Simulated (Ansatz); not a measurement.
# Cu/hBN/Cu: predicting the conductance of a thicker barrier

Set-up. Ansatz 0.2.0, plane waves with PAW datasets, PBE. Interfaces are relaxed in a short slab (with D3(BJ) where the barrier is layered), set between ideal electrode layers that go on as semi-infinite leads, and the zero-bias conductance G at 300 K comes from T(E) on a typed mesh. The error is the largest of the program's estimates from energy step, mesh, the leads' potential steps and neutrality; its separate bound for narrow resonances between the energies solved isn't counted and can be far larger. The lower electrode is Cu (fcc 111), the upper Cu (fcc 111) and the barrier hBN (sheets), on a net of side 2.567 Å; d is the distance between the electrodes' last planes.

What is known so far:

```
planes in the barrier  d (Å)  G (S/m²)  error (%)  lead step (meV)
                    1   5.89   1.16e14          3               21
                    3  12.57   2.26e11          7               20
                    5  19.26    5.85e8         11               20
```

Task: A further run has 7 planes, d = 25.95 Å. Fit G ∝ exp(−βd) to the rows shown and predict its conductance.

**Worked fit.** Take y = ln G: 32.39, 26.15 and 20.19. The means are d = 12.57 Å and y = 26.24; Σ(Δd Δy) = −81.56 and Σ(Δd)² = 89.38, so the slope is −0.913 Å⁻¹ (β = 0.913 Å⁻¹). At d = 25.95 Å, y = 26.24 − 0.913 × 13.38 = 14.03, or G = 1.24e6 S/m².

Check: The run gave 1.69e6 S/m², with an error estimate of 15 % and a lead step of 20 meV. The prediction is 0.735 times that, too low by 26 %. That lies within the runs' own error estimates, carried through the fit.

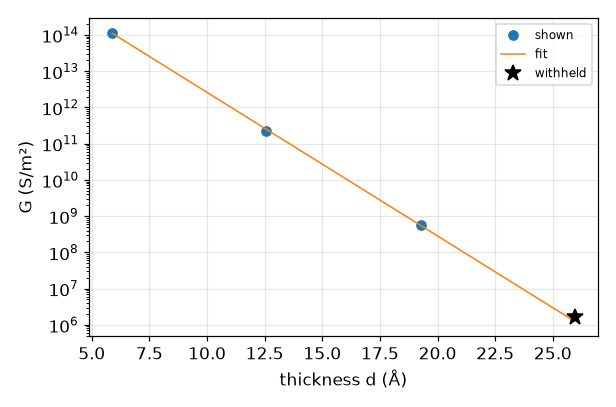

Fit and withheld run.

Caveats: The interfaces are ideal, one cell wide, strained to a common net and relaxed from one registry with their symmetry kept. PBE's gaps are too small, so true decay constants are likely larger where the Fermi level lies deep in a gap. No spin-orbit coupling, phonons, disorder or image charges enter. The rows shown are chosen by tests on error estimates (under 100 to 120 %), lead steps (under 150 meV, though the program warns over 25), intact interfaces and, for fits, a steady trend in the rows shown; the data set holds 414 series of this kind, and not all pass.

[Logs are printed without paths, hosts, clocks, repeated set-up lines and the standing remarks that a program may print on its own settings, such as how far it seeks lower states.]
